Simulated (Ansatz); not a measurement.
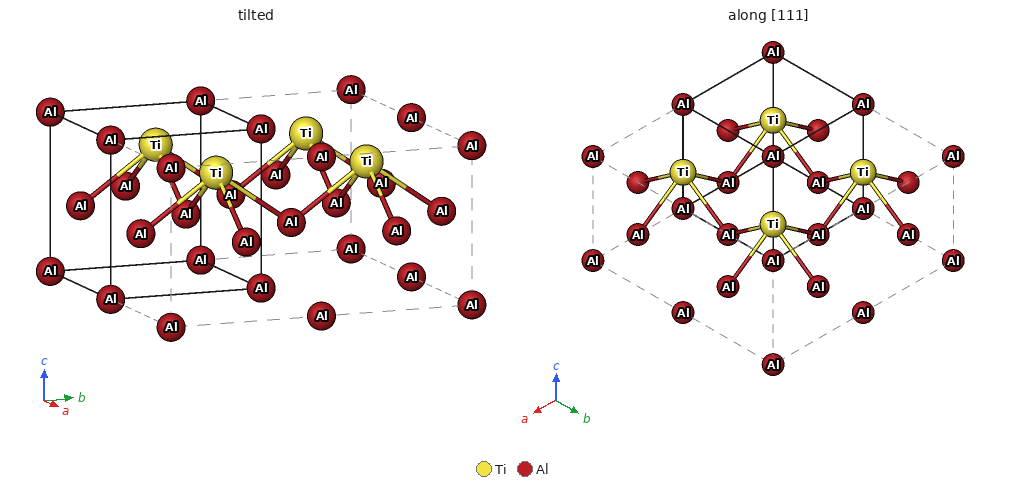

Ball-and-stick drawing of the structure, looking slightly off an axis and along [111]. Shown are 2×2×1 repeats of the conventional unit cell, one of them outlined in solid lines.

Notes on the structure:

- The material is TiAl3.
- Symmetry: P4mm (No. 99), primitive tetragonal lattice.
- With Z = 1, the cell contains 1 Ti, 3 Al.
- Each Ti atom is coordinated by four Al. Al takes two kinds of site: 2c with two Ti in a bent arrangement; 1a with no bonds drawn. Not all metal-metal contacts are counted.
- The bonds build TiAl2 layers parallel to (001); some Al atoms get no bond from the drawing's distance rule.

It derives from a structure listed in the Materials Project. The cell was then strained or its atoms displaced on purpose. It was the input of a calculation with Ansatz.

At this level of theory the run's own cell isn't at rest (compressed, at 11 GPa and forces up to 6.0 eV/Å), so its distances can differ from those at equilibrium, the more so the softer the solid.
